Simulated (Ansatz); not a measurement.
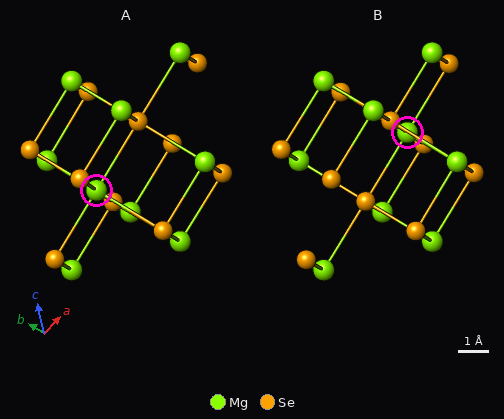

The two relaxed end points of a path for a defect cell of composition Mg$_{7}$Se$_{8}$ with a Mg vacancy (15 atoms in the cell). Style: ball-and-stick. Shown: the atoms within 5.0 Å of the middle of the path, slightly off an axis. The moving atom is ringed, with any periodic copies. Bonds to atoms that aren't drawn are left out.

These are results of DFT, PAW plane waves, PBE (Ansatz), not measurements.

Input
```yaml
crystal:
  lattice:
    - [0.0, 5.538896, 5.538896]
    - [5.538896, 0.0, 5.538896]
    - [5.538896, 5.538896, 0.0]
  atoms:
    - { symbol: Mg, position: [-0.00523293, 0.0020127, -0.00072548] }
    - { symbol: Se, position: [0.24211963, 0.25610376, 0.24877768] }
    - { symbol: Mg, position: [0.00281684, -0.0019366, 0.4992941] }
    - { symbol: Se, position: [0.24464546, 0.25450118, 0.75393222] }
    - { symbol: Mg, position: [-0.00031814, 0.49962673, 0.00021516] }
    - { symbol: Se, position: [0.25001189, 0.74916846, 0.25055431] }
    - { symbol: Se, position: [0.25073857, 0.74699631, 0.74817993] }
    - { symbol: Mg, position: [0.49705016, -0.00347422, -0.00036549] }
    - { symbol: Se, position: [0.74695532, 0.25480939, 0.24794094] }
    - { symbol: Mg, position: [0.50396204, -0.00488151, 0.50451709] }
    - { symbol: Se, position: [0.75344743, 0.24617005, 0.74888982] }
    - { symbol: Mg, position: [0.50525274, 0.49867097, 0.001976] }
    - { symbol: Se, position: [0.75283282, 0.74470887, 0.25135462] }
    - { symbol: Mg, position: [0.50239252, 0.50086125, 0.50270341] }
    - { symbol: Se, position: [0.74662811, 0.75089245, 0.75147394] }
kpoints:
  mp_grid: { grid: [2, 2, 2] }
magnetization:
  spin_polarized: false
scf:
  occupations: { method: cold, width: 0.15 }
hamiltonian:
  pseudopotentials: { kind: paw }
  xc: pbe
basis:
  ecutwfc: 420
neb:
  images: 3
  relax_end_points: true
  climbing: true
  f_tol: 0.1
  max_iterations: 40
  order_check: false
  final_atoms:
    - { symbol: Mg, position: [-0.00523293, 0.0020127, -0.00072548] }
    - { symbol: Se, position: [0.24211963, 0.25610376, 0.24877768] }
    - { symbol: Mg, position: [0.00281684, -0.0019366, 0.4992941] }
    - { symbol: Se, position: [0.24464546, 0.25450118, 0.75393222] }
    - { symbol: Mg, position: [-0.00031814, 0.49962673, 0.00021516] }
    - { symbol: Se, position: [0.25001189, 0.74916846, 0.25055431] }
    - { symbol: Se, position: [0.25073857, 0.74699631, 0.74817993] }
    - { symbol: Mg, position: [0.49705016, -0.00347422, -0.00036549] }
    - { symbol: Se, position: [0.74695532, 0.25480939, 0.24794094] }
    - { symbol: Mg, position: [0.50396204, -0.00488151, 0.50451709] }
    - { symbol: Se, position: [0.75344743, 0.24617005, 0.74888982] }
    - { symbol: Mg, position: [0.50525274, 0.49867097, 0.001976] }
    - { symbol: Se, position: [0.75283282, 0.74470887, 0.25135462] }
    - { symbol: Mg, position: [1.00336225, 0.4984587, 0.50050478] }
    - { symbol: Se, position: [0.74662811, 0.75089245, 0.75147394] }
```

Run as
```bash
ansatz run input.yaml --threads 4 --pin off --max-ram 8192MiB --backend cpu --events-out ev --progress --plain --runs-dir out
```

Predict the minimum-energy path and its barrier.

The barrier is about 0.99 eV in both directions, with image 2 at the top; the ends have the same energy. It is a vacancy jump: a nearby atom moves into the empty site and leaves its own site empty. A Mg atom travels furthest, 3.92 Å from end to end, along +a, on a straight line. At the highest image its nearest neighbour (Se) is 2.41 Å away, against 2.76 Å at the start, and the surrounding atoms stand up to 0.43 Å off the mean of their end positions. The band converged in 5 iterations. The largest component of the band force went from 6.3 to 0.066 eV/Å. The climbing image converged on the top of the path. Its curvatures weren't checked. The force threshold of 0.1 eV/Å is loose, so the barrier is approximate.

Energies of the converged images:

```tsv
image	path (Å)	E (eV)
0	0.00	0.000
1	1.08	0.392
2	2.16	0.989
3	3.23	0.393
4	4.31	0.000
```

The geometry at the top of the path:

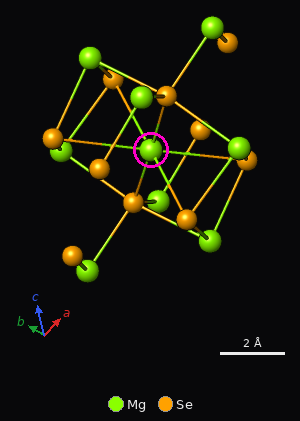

Limits of the set-up: the k-point mesh is coarse for a cell with partly filled bands; the periodic images lie only 7.8 Å apart, so the values are limited by the cell's size.
